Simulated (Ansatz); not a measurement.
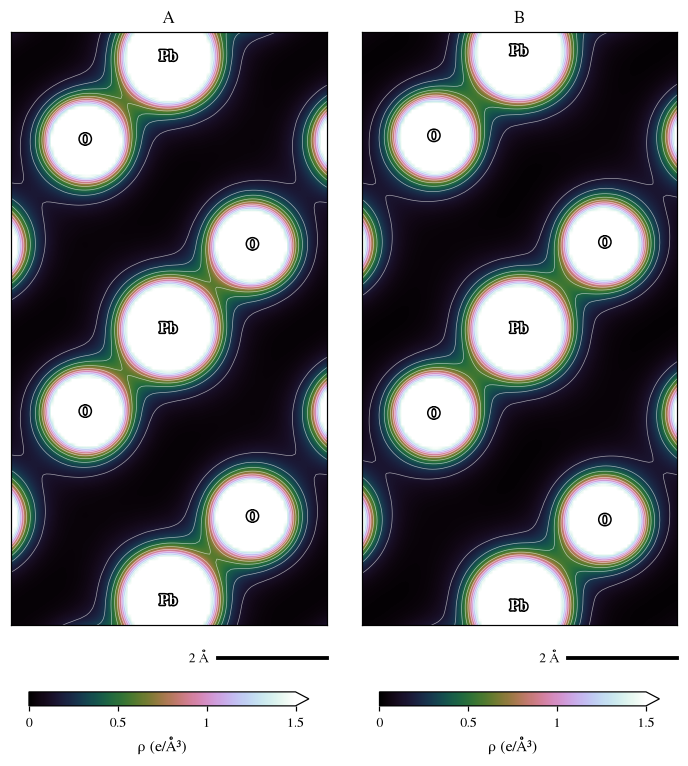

PbO$_{2}$. The valence electron density of two cells that differ in size and shape, on the (001) plane of each (indices in the axes of the calculation cell), at one length scale and on one colour scale; one has 14.1 and the other 14.8 Å³ an atom.

All numbers below come from DFT, PBE, plane waves, PAW (Ansatz).

The larger cell:

```
Pb O
1.0
     5.08191    0.00000    0.00000
     0.00000    5.08191    0.00000
     0.00000    0.00000    3.44166
Pb O
2 4
Direct
  0.00000 0.00000 0.00000
  0.50000 0.50000 0.50000
  0.30798 0.30798 0.00000
  0.19202 0.80798 0.50000
  0.69202 0.69202 0.00000
  0.80798 0.19202 0.50000
```

The smaller cell: a = 4.983 Å, b = 4.983 Å, c = 3.408 Å, α = 90.00°, β = 90.00°, γ = 90.00°.

> Which is the denser cell? Describe the effect of the change.

Panel A is the smaller cell, by 5 % in volume. From the larger cell to the smaller, Pb–O goes from 2.21 to 2.16 Å, and the density at its midpoint from 0.57 to 0.63 e/Å³; the pressure goes from 0.0 to 6 GPa.
